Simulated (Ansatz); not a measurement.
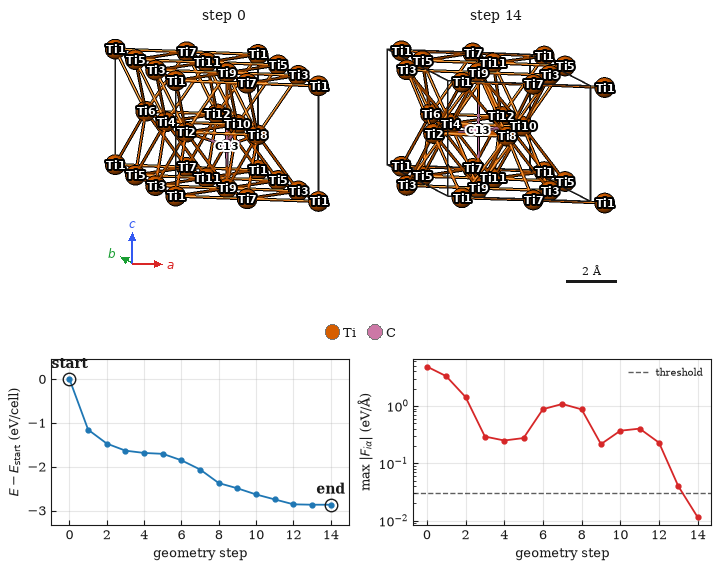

First and last geometry of a relaxation of a defect cell of composition Ti12C, with the history of the run. A ball-and-stick model of the cell of the calculation, seen slightly off an axis.

It is an interstitial C in hcp Ti. The run prepares an end point of a later path (interstitial hop) calculation, from a guessed geometry.

These are results of DFT PBE, scalar-relativistic, plane waves, PAW in Ansatz, not measurements. Set-up: plane-wave cutoff 420 eV; k-point mesh 4 × 3 × 5; occupations gaussian; smearing width 0.15 eV; no spin polarisation; atoms relaxed in a fixed cell; force threshold 0.03 eV/Å; at most 60 steps.

Question: Read the history and describe the run.

Answer: It converged. After 14 geometry steps the energy has fallen by 2.867 eV per cell of the calculation. The largest force component goes from 4.9 to 0.011 eV/Å. C13 moves most: 1.08 Å along [−3 1 3]. By element the largest moves are C 1.08 Å, Ti 0.99 Å. The lattice vectors keep their values. Some distances before and after: Ti4–C13 3.462 → 2.055 Å, Ti2–Ti10 2.950 → 4.084 Å, Ti2–Ti7 4.134 → 3.043 Å, Ti1–Ti3 2.950 → 4.030 Å. New bonds form, among them: Ti1–Ti8 (4.13 → 3.11 Å), Ti1–Ti8 (4.13 → 3.12 Å), Ti2–Ti7 (4.13 → 3.04 Å), Ti3–Ti10 (4.13 → 3.11 Å). Bonds break, among them: Ti1–Ti3 (2.95 → 4.03 Å), Ti2–Ti10 (2.95 → 4.08 Å), Ti2–Ti6 (2.95 → 3.90 Å), Ti3–Ti11 (2.95 → 3.91 Å). Among the angles between lasting bonds that change: Ti2–C13–Ti10 108.9° → 178.0°, Ti8–C13–Ti10 108.6° → 85.3°, Ti2–C13–Ti9 110.3° → 90.1°. The run took 92 s on 4 threads of Intel(R) Xeon(R) 6975P-C (Granite Rapids), with other jobs on the host, peak memory 1 GiB.

```json
{"step": "0", "E − E(0), meV/atom": "0.00", "largest force component, eV/Å": "4.8507"}
{"step": "1", "E − E(0), meV/atom": "-88.84", "largest force component, eV/Å": "3.2971"}
{"step": "2", "E − E(0), meV/atom": "-113.23", "largest force component, eV/Å": "1.4291"}
{"step": "3", "E − E(0), meV/atom": "-125.63", "largest force component, eV/Å": "0.2927"}
{"step": "4", "E − E(0), meV/atom": "-129.66", "largest force component, eV/Å": "0.2495"}
{"step": "5", "E − E(0), meV/atom": "-131.21", "largest force component, eV/Å": "0.2753"}
{"step": "6", "E − E(0), meV/atom": "-142.58", "largest force component, eV/Å": "0.8765"}
{"step": "7", "E − E(0), meV/atom": "-158.75", "largest force component, eV/Å": "1.0793"}
{"step": "8", "E − E(0), meV/atom": "-182.59", "largest force component, eV/Å": "0.8701"}
{"step": "9", "E − E(0), meV/atom": "-191.79", "largest force component, eV/Å": "0.2157"}
{"step": "10", "E − E(0), meV/atom": "-202.56", "largest force component, eV/Å": "0.3694"}
{"step": "11", "E − E(0), meV/atom": "-211.26", "largest force component, eV/Å": "0.4017"}
{"step": "12", "E − E(0), meV/atom": "-219.86", "largest force component, eV/Å": "0.2288"}
{"step": "13", "E − E(0), meV/atom": "-220.52", "largest force component, eV/Å": "0.0397"}
{"step": "14", "E − E(0), meV/atom": "-220.56", "largest force component, eV/Å": "0.0115"}
```

Limits of the set-up: the periodic images lie only 4.7 Å apart, so the values are limited by the cell's size.
